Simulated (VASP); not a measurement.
# Convergence of energy and pressure with the k mesh for hexagonal Au in VASP (PBEsol, 400 eV)

Why can a finer k mesh seem to make the energy of a simple metal worse? For hexagonal gold the energy error changes sign between coarse meshes and grows again between two fairly dense ones. This matters wherever small energy differences decide a result, as between stackings of close-packed layers, which often differ by roughly 10 meV/atom or less, and wherever a cell is relaxed on its computed stress. We follow the energy per atom, the pressure and the processor time of single-point PBEsol runs at one fixed cell. Errors are measured against the 16×16×9 run, so they describe numerical convergence and not agreement with experiment. The crystal is not the ambient form of gold.

## Method

Single-point runs at fixed cell and atoms; within a crystal every other setting is the same. Program: VASP 6.6.1, plane waves and PAW (data sets made for PBE of release 64), scalar-relativistic without spin-orbit coupling, no spin polarisation. Cutoff 400 eV; on the k meshes the divisions times the cell-vector length are 8 Å or more. Occupations: Fermi-Dirac smearing of 0.05 eV. The coarsest mesh (3×3×2) is coarse for metals and narrow gaps. Times are rough, from shared x86 server processors.

Notes on method and selection:

- The reference is the densest mesh run, which need not be fully converged.
- Without a gap the mesh has to resolve the Fermi surface, so errors need not fall smoothly.
- Runs that did not converge, have known faults or may not be shown are not listed, and runs on Ansatz's PAW sets soft_1 and soft_2 are kept to separate tables.

Columns:

- k-mesh length (Å): k-mesh length, the least over the axes of divisions times cell-vector length.
- k points: irreducible k points.
- energy error (meV/atom): energy per atom, extrapolated to zero smearing as the program prints it, minus that of the run on the densest mesh of the same crystal.
- pressure error (GPa): pressure minus that of the run on the densest mesh of the same crystal, compression positive.
- cost (core-s): processor time of the run, shared machines, rough.

Input lines of one member:

```
PREC = Accurate
ENCUT = 400
EDIFF = 1E-06
NELM = 100
ISMEAR = -1
SIGMA = 0.05
LREAL = .FALSE.
ALGO = Normal
GGA = PS
NBANDS = 17
LASPH = .TRUE.
LORBIT = 11
ISIF = 2
```

Command (options for logging and memory left out): `vasp_std`

## Numbers

| member | k-mesh length (Å) | k points | energy error (meV/atom) | pressure error (GPa) | cost (core-s) | remark |
| --- | --- | --- | --- | --- | --- | --- |
| k 3×3×2 | 8.7 | 6 | −121.15 | −0.999 | 5.5 |  |
| k 4×4×2 | 9.8 | 8 | ? | ? | 5.2 |  |
| k 5×5×3 | 14.5 | 10 | ? | ? | 7.6 |  |
| k 6×6×3 | 14.6 | 14 | 74.68 | 0.423 | 7.4 |  |
| k 8×8×4 | 19.5 | 30 | 16.55 | 0.493 | 12 |  |
| k 11×11×6 | 29.3 | 64 | −7.30 | −0.095 | 34 |  |
| k 13×13×7 | 34.2 | 84 | −13.28 | −0.309 | 38 |  |
| k 16×16×9 | 43.9 | 150 | 0.00 | 0.000 | 68 | entry of the Crystallography Open Database; not the structure at ambient conditions |

Cells marked ? are withheld until the estimate has been made.

energy error (meV/atom) against k-mesh length (Å), members shown:

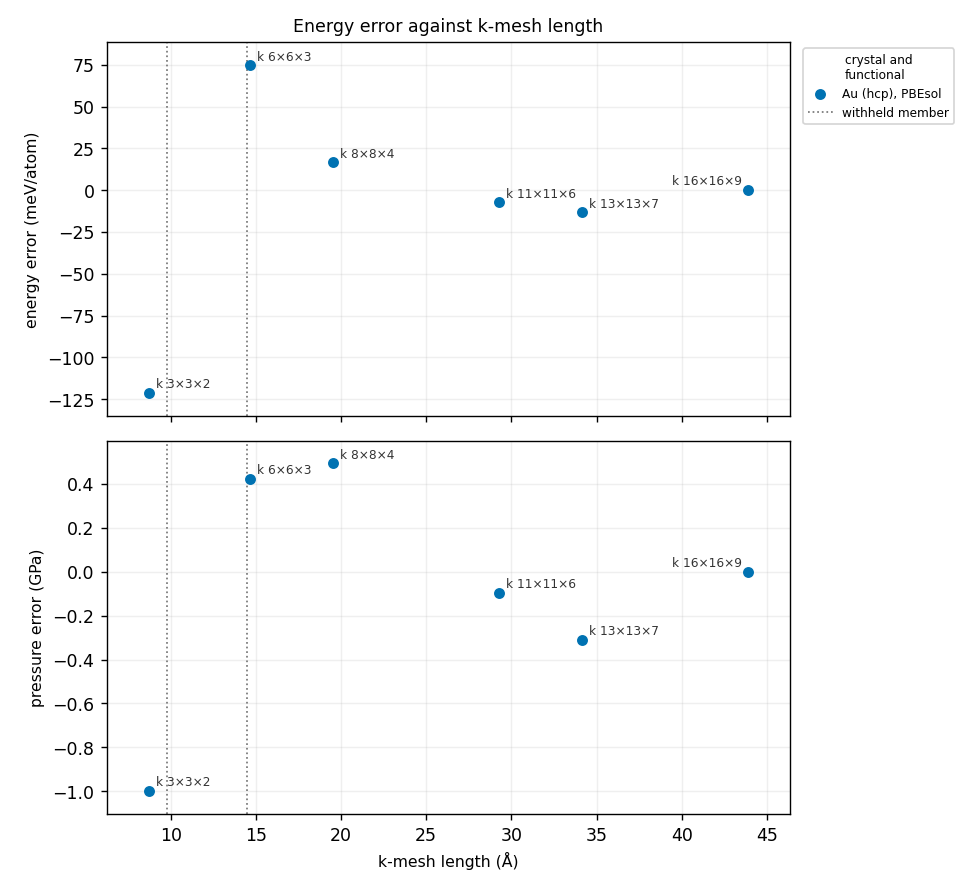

## Interpretation

The energy error runs from −121.15 meV/atom on 3×3×2 to +74.68 on 6×6×3, then to 16.55, −7.30 and −13.28. The step from 11×11×6 to 13×13×7 moves away from the reference by 13.28 − 7.30 = 5.98 meV/atom, so we take the energy as settled to about 10 meV/atom and not to 1. Pressure follows its own course: from 6×6×3 to 8×8×4 its error rises from 0.423 to 0.493 GPa while the energy error falls more than fourfold. Stress errors in the basal plane and along the axis partly cancel on several coarse meshes, so a small pressure error can hide larger ones in the stress.

The cause is the partly filled sp band. A mesh offers states in shells of equal energy, and the outermost occupied shell lies above or below the true Fermi level depending on the divisions. A smearing of 0.05 eV is too narrow to even this out on coarse meshes.

Free electrons show the effect. The mesh lengths give $a$ = 8.7 / 3 = 2.9 Å and $c$ = 43.9 / 9 = 4.88 Å, a cell for two atoms with one sp electron each. With $\hbar^2/2m_e$ = 3.81 eV Å² and $\pi^2$ = 9.87, the squared reciprocal lengths give the energies 3.81 × 16 × 9.87 / (3 × 2.9 × 2.9) = 23.85 eV in the basal plane and 3.81 × 4 × 9.87 / (4.88 × 4.88) = 6.316 eV along the axis. On an $n×n×m$ mesh the levels, in eV, are

$$\varepsilon = 23.85\,\frac{h^2+hk+k^2}{n^2} + 6.316\,\frac{l^2}{m^2}$$

with integer $h$, $k$, $l$. The energy per atom is the mean of the lowest $n^2m$ levels. Relative to 16×16×9 this gives −40, +45, 0, +3 and −1 meV/atom for the five other meshes shown. The count reproduces the signs on the two coarsest and the fact that their errors are by far the largest, though it makes them too small. It does not reproduce the small errors on the denser meshes.

Cost follows the number of k points once start-up no longer dominates: from 8×8×4 to 16×16×9 the points grow by 150 / 30 = 5.0 and the time by 68 / 12 = 5.7.

## Predicting the missing value

Plain estimates from the members shown:

- k 5×5×3, straight-line interpolation between k 3×3×2 and k 6×6×3: w = (14.5 − 8.7) / (14.6 − 8.7) = 0.983, so −121.15 + 0.983 × (74.68 − (−121.15)) = 71.36 meV/atom
- k 4×4×2, straight-line interpolation between k 3×3×2 and k 6×6×3: w = (9.8 − 8.7) / (14.6 − 8.7) = 0.186, so −121.15 + 0.186 × (74.68 − (−121.15)) = −84.64 meV/atom

Straight-line interpolation assumes a smooth error. Tried on 6×6×3 between its shown neighbours 3×3×2 and 8×8×4, it gives −46 meV/atom where the run gives +74.68. We therefore use the free-electron count.

For 4×4×2 the levels above the one at zero are 23.85 / 16 = 1.49, 6.316 / 4 = 1.58, 1.49 + 1.58 = 3.07, 3 × 23.85 / 16 = 4.47 and 4 × 23.85 / 16 = 5.96 eV. The 32 lowest give (2 × 1.58 + 6 × 1.49 + 12 × 3.07 + 6 × 4.47 + 5 × 5.96) / 32 = 3.299 eV. The same count on 16×16×9 gives about 3.2 eV, and the unrounded difference is an error of +86 meV/atom. For 5×5×3 we add up $h^2+hk+k^2$ and $l^2$ over the 75 lowest levels, grouped by the size of $l$: 48 + 96 + 24 = 168 and 38 × 1 + 18 × 4 = 110. The mean is (168 × 23.85 / 25 + 110 × 6.316 / 9) / 75 = 3.166 eV, an error of −47 meV/atom. The two meshes thus err in opposite directions.

The count gives errors that are too small on the coarse meshes, possibly because mixing with the 5d states widens the sp band of gold. A least-squares factor through zero over the five shown errors is (40 × 121.15 + 45 × 74.68 − 3 × 7.30 + 1 × 13.28) / (40 × 40 + 45 × 45 + 3 × 3 + 1 × 1) = 2.26. It leaves a typical miss of 24 meV/atom, against a scatter of 71 about their mean. The estimates are 2.26 × (−47) = −106 and 2.26 × 86 = 194 meV/atom.

The two coarsest shown meshes fix the factor almost alone. Refitted without 3×3×2 or without 6×6×3, it misses the omitted run by 55 and 61 meV/atom, and we take 60 as the standard deviation. Band gaps at the zone boundary, absent from the count, could lower the 4×4×2 value.

**Committed estimate, k 5×5×3: energy error = −110 ± 60 meV/atom.**  
**Committed estimate, k 4×4×2: energy error = 190 ± 60 meV/atom.**

## How the estimate fared

| member | k-mesh length (Å) | k points | energy error (meV/atom) | pressure error (GPa) | cost (core-s) |
| --- | --- | --- | --- | --- | --- |
| k 4×4×2 | 9.8 | 8 | 121.60 | 1.172 | 5.2 |
| k 5×5×3 | 14.5 | 10 | −75.25 | −0.526 | 7.6 |

| member | estimate | energy error (meV/atom) | computed | estimate − computed | miss in error bars |
| --- | --- | --- | --- | --- | --- |
| k 5×5×3 | committed | −110.00 | −75.25 | −34.75 | 0.6 |
| k 5×5×3 | interpolation | 71.36 | −75.25 | +146.61 |  |
| k 4×4×2 | committed | 190.00 | 121.60 | +68.40 | 1.1 |
| k 4×4×2 | interpolation | −84.64 | 121.60 | −206.24 |  |

energy error (meV/atom) against k-mesh length (Å):

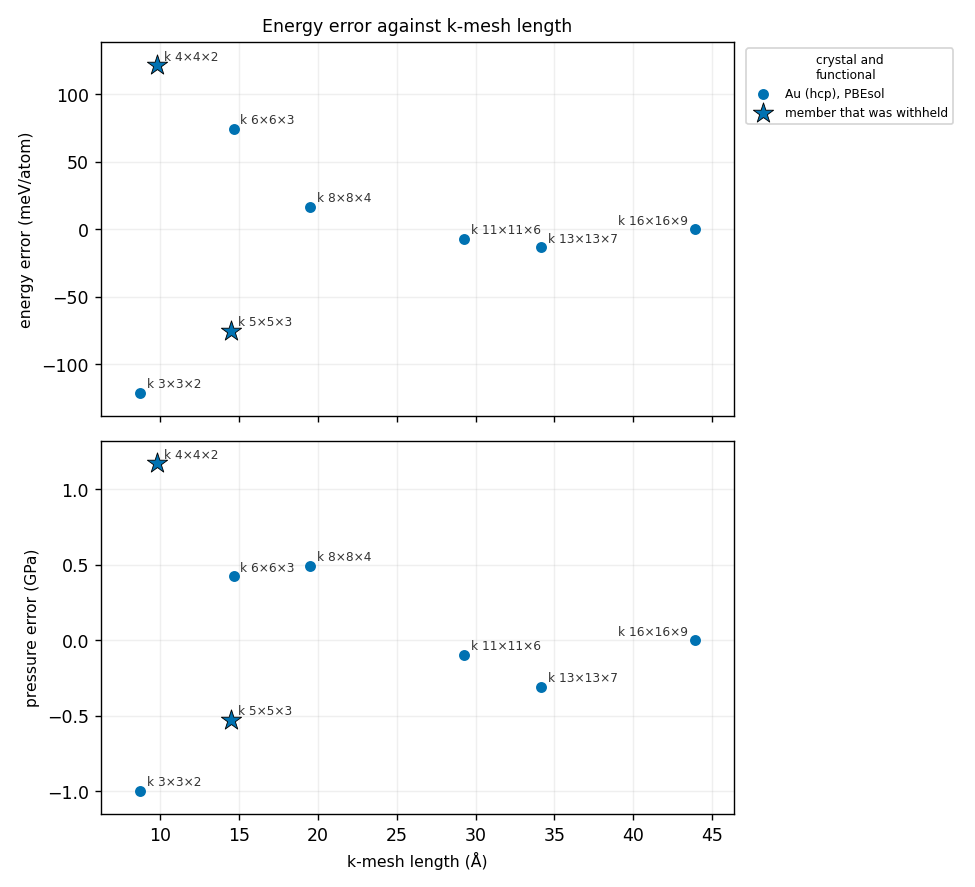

The estimate for 5×5×3 lies inside its error bar, 34.75 meV/atom too low. That for 4×4×2 lies just outside, 68.40 too high. Both are much nearer than straight-line interpolation, which has the wrong sign each time.

The free-electron count was right about the signs, but the factor of 2.26 was a mistake. Without it the count gives −47 and +86 meV/atom, closer to the runs in both cases. The factor had been pulled up by 3×3×2, where the ratio of computed to counted error is 121.15 / 40 = 3.0; for the two new meshes it is 1.6 and 1.4.

The result supports uneven filling of the sp band as the main cause on coarse meshes. It also corrects our simple picture of the outermost shell. The Fermi level lies above that of the reference on both new meshes, yet their energy errors have opposite signs. The energy depends on how all the occupied shells are spaced, and the last one alone does not fix the sign.

## Outliers

The 3×3×2 run departs most from the free-electron count, lying 121.15 − 40 = 81 meV/atom below it. Band gaps at the zone boundary are an unlikely cause. In the count, the occupied boundary states of this mesh all lie on the face across the axis, where the bands of a hexagonal close-packed crystal stay degenerate without spin-orbit coupling. A wider sp band would enlarge the error with the right sign, but why it should do so most on this mesh remains open.

The pair 5×5×3 and 6×6×3 shows why mesh length is an unsafe label. Their lengths are 14.5 and 14.6 Å, yet their energies differ by 74.68 + 75.25 = 149.93 meV/atom. Both have three divisions along the axis, so the difference comes from the basal plane.

In pressure the odd member is 8×8×4, whose error is large for its energy error. Free-electron levels scale as $V^{-2/3}$, so an energy error $\Delta E$ per atom should bring a pressure error $\Delta p = 2\Delta E/3V$. With $V$ = 0.866 × 2.9² × 4.88 / 2 = 17.8 Å³ and 1 eV/Å³ = 160 GPa, this is 0.0060 GPa per meV/atom. It gives the right sign on all seven meshes. For 4×4×2 it gives 0.0060 × 121.60 = 0.73 GPa, where the run has 1.172. For 8×8×4 it gives only 0.10 GPa against 0.493, the largest ratio of the seven. Changes of the real bands with volume, which the formula leaves out, may account for the rest.

## Time and accuracy

Going from 3×3×2 to 8×8×4 raises the time from 5.5 to 12 core-s and cuts the size of the energy error from 121.15 to 16.55 meV/atom. This is the best bargain in the table. The next step, to 11×11×6, costs 34 / 12 = 2.8 times as much and brings the energy error to 7.30 meV/atom and the pressure error from 0.493 to 0.095 GPa. The 13×13×7 run takes about as long and lies farther from the reference in both quantities. For a two-atom cell even the densest run needs only 68 core-s, so there is little reason to save on the mesh here.

## What to take away

For this hexagonal cell with 0.05 eV Fermi-Dirac smearing, the energy error changes sign at each step from 3×3×2 to 6×6×3, so neighbouring coarse meshes cannot be interpolated. The unscaled free-electron count misses the seven errors by typically 38 meV/atom, against a scatter of 77 about their mean. It helps with the sign on the four coarsest meshes and is of no use on the denser ones, so the renewed growth of the error at 13×13×7 remains unexplained. Part of it may be an error of the 16×16×9 reference itself, which only a still denser mesh could show.

In practice, two stackings that differ by 5 meV/atom could not be ranked safely with 13×13×7, whose energy still differs from that of 16×16×9 by 13.28 meV/atom. Before a cell is relaxed, the separate stress components should be converged, because on 3×3×2 and 6×6×3 the error along the axis is several times that of the pressure.

Spin-orbit coupling, which is left out, splits the 5d bands by an electronvolt or more. Since these bands are filled, most of its effect on the energy should be common to all meshes and would not remove the errors seen here.

[Logs are printed without paths, hosts, clocks, repeated set-up lines and the standing remarks that a program may print on its own settings, such as how far it seeks lower states.]
